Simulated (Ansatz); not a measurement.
**A series of single points on TiAl**

System: TiAl (Pmm2, 2 atoms in the cell).
Method: DFT PBEsol, scalar-relativistic, plane waves, PAW, no spin polarisation (Ansatz 0.2.0).

The 5 runs differ only in the geometry, by a shift of atoms along one path in a fixed cell. The shift s is measured from run 3: Al2 moves along the Cartesian direction (−1.00, 0.00, 0.00). The structure derives from an entry of the Crystallography Open Database.

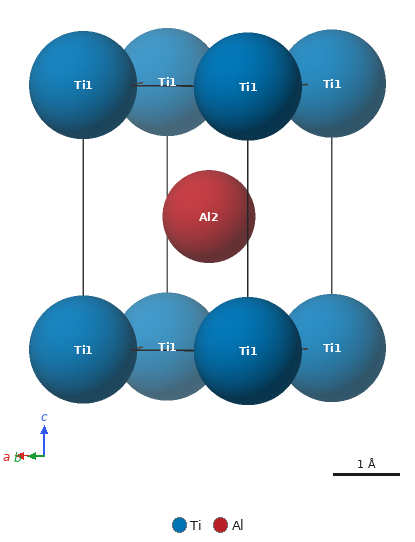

Figure 1. The structure of run 3 (spheres-only view of the cell of the calculation, seen at an oblique angle; atoms are numbered from 1 in the order of the input).

### Input of run 3
```yaml
crystal:
  lattice:
    - [2.8373, 0.0, 0.0]
    - [0.0, 2.8373, 0.0]
    - [0.0, 0.0, 4.0591]
  atoms:
    - { symbol: Ti, position: [0.0, 0.0, 0.0] }
    - { symbol: Al, position: [0.4911888063, 0.5, 0.5] }
basis:
  ecutwfc: 420
kpoints:
  mp_grid: { grid: [16, 16, 12] }
hamiltonian:
  xc: pbesol
scf:
  occupations: { method: gaussian, width: 0.15 }
output:
  forces: true
  stress: true
  eigenvalues: true
```

Command:
```bash
ansatz run input.yaml --threads 1 --pin off --max-ram 1228MiB --backend cpu --events-out ev --progress --plain --runs-dir out
```

Run 4 differs from it as follows:
```diff
-    - { symbol: Al, position: [0.4911888063, 0.5, 0.5] }
+    - { symbol: Al, position: [0.4735664188, 0.5, 0.5] }
```

### Results, with one run withheld

| run | shift s of Al2 (Å) | free energy per atom, from the lowest run given (meV) | pressure (GPa) | force along the path (eV/Å) |
| --- | --- | --- | --- | --- |
| 1 | −0.1250 | 9.99 | −3.69 | 0.425 |
| 2 | −0.0750 | 2.00 | −3.87 | 0.213 |
| 3 | 0.0000 | 0.00 | −3.92 | −0.107 |
| 4 | 0.0500 | ? | ? | ? |
| 5 | 0.0625 | 7.49 | −3.74 | −0.372 |

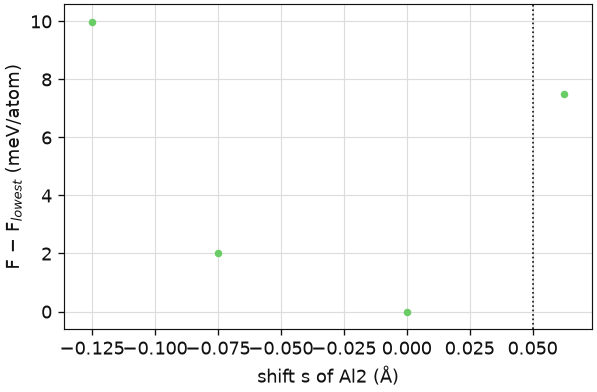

Figure 2. Free energy per atom of the runs given; the dotted line marks run 4.

Estimate the energy of run 4 from the others.

A quadratic polynomial in the coordinate, fitted to the 4 runs given, misses them by under 0.01 meV per atom. With x = s + 0.0344, it reads F = −0.57052 − 20.047 x + 1065.3 x² (meV per atom). At run 4 it gives 5.33 meV per atom, and the run itself gives 5.33. The slope of the fit gives a force −dF/ds of −0.320 eV/Å along the path (summed over the atoms that move), and the printed forces give −0.319 eV/Å. The fit has its minimum at s = −0.0250 Å.

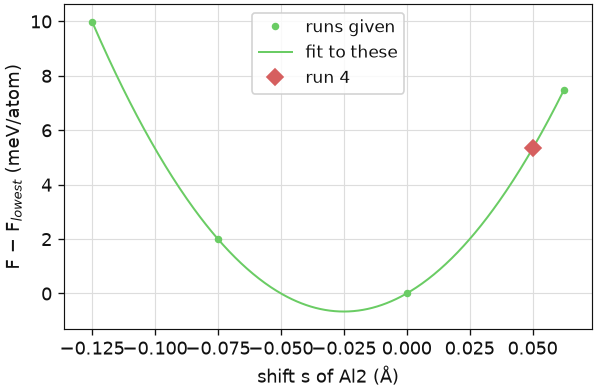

Figure 3. The fit and the withheld run.

### Output, shortened to warnings, some set-up lines, iterations and results (run 4)
```
Basis set: ecut = 420 eV, 657 PW (Γ), exchange–correlation on 40×40×60 points (8 copies of the dense FFT grid, shifted against one another)
Symmetry: 4 space group operations
k-points: 567 of 3072 (time reversal used)
Initial density: superposition of atomic densities (neutral atoms: chi_scale 0, normalization atom), corrected by the library's trained network
[...]
SCF iter   1: F=—  HF=-2999.251692 eV  |F-HF|=—  |Δ(HF+E_count)|=         —  Δρ=4.22e-3  dr2=3.96e-3  ethr=1.77e-3  ⟨swp⟩=5.0  Hψ=33890  notcnv=0
SCF iter   2: F=—  HF=-2999.250635 eV  |F-HF|=—  |Δ(HF+E_count)|=   1.06e-3  Δρ=2.02e-3  dr2=1.42e-3  ethr=2.64e-5  ⟨swp⟩=1.9  Hψ=13355  notcnv=0
SCF iter   3: F=—  HF=-2999.250313 eV  |F-HF|=—  |Δ(HF+E_count)|=   3.22e-4  Δρ=3.41e-4  dr2=3.20e-5  ethr=9.45e-6  ⟨swp⟩=2.1  Hψ=9133  notcnv=0
SCF iter   4: F=—  HF=-2999.250278 eV  |F-HF|=—  |Δ(HF+E_count)|=   3.49e-5  Δρ=1.12e-4  dr2=3.79e-6  ethr=2.13e-7  ⟨swp⟩=2.2  Hψ=9330  notcnv=0
SCF iter   5: F=—  HF=-2999.250277 eV  |F-HF|=—  |Δ(HF+E_count)|=   4.21e-7  Δρ=2.66e-5  dr2=1.76e-7  ethr=2.53e-8  ⟨swp⟩=1.3  Hψ=7208  notcnv=0
SCF iter   6: F=-2999.250277 eV  HF=-2999.250277 eV  |F-HF|=9.91e-11  |Δ(HF+E_count)|=  7.20e-10  Δρ=3.35e-6  dr2=1.84e-9  ethr=6.67e-10  ⟨swp⟩=4.1  Hψ=19217  notcnv=0
SCF 1 converged in 6 iterations: F = -2999.250277 eV  dr2 = 1.84e-9
SCF converged after 6 iterations
Free energy (F): -2999.250277 eV
Harris-Foulkes:  -2999.250277 eV  (|F-HF|=9.91e-11)
Internal energy: -2999.229538 eV  (E = F + TS)
E sigma→0 (E₀):  -2999.239908 eV
Entropy (-TS):   -0.020740 eV (-10.370 meV/atom)
Fermi energy:    10.788291 eV
--- Per-component energies (eV) ---
  E_band       = -166.396900
  E_kinetic    = 295.942456
  E_local      = -1079.226978  (includes V_loc(G=0)·N_el)
  E_nonlocal   = 20.401834
  E_hartree    = 461.135027
  E_xc         = -136.423512
  E_vxc        = -151.077646  (∫ρ·V_xc dr)
  E_paw        = -1477.723614  (= ΣΔE_a)
  E_vpaw       = -174.705861  (= ΣTr[D̂ρ^β])
  E_aug_tail   = 0.000112  (compensation charges beyond the density's cutoff)
  E_ewald      = -1083.493386
  E_core_change = 0.158523  (= ΣΔE_core)
  E_smearing   = -0.020740  (= −TS)
  E_closure    = 0.000000  (closes the sum)
  Σ components = -2999.250277   (vs F -2999.250277, Δ=0.00e0)
--- Forces (eV/Å), atoms counted from 1 ---
  atom   1  Ti    -0.31948817     0.00000000     0.00000000
  atom   2  Al     0.31948118     0.00000000     0.00000000
  max |Σ_I F_I| component: 6.99e-6 eV/Å
--- Stress (GPa, compression-positive) ---
       -4.157608       0.000000       0.000000
        0.000000      -4.080260       0.000000
        0.000000       0.000000      -3.145641
  P = ⅓ Tr σ = -3.7945 GPa (-37.945 kbar)
```
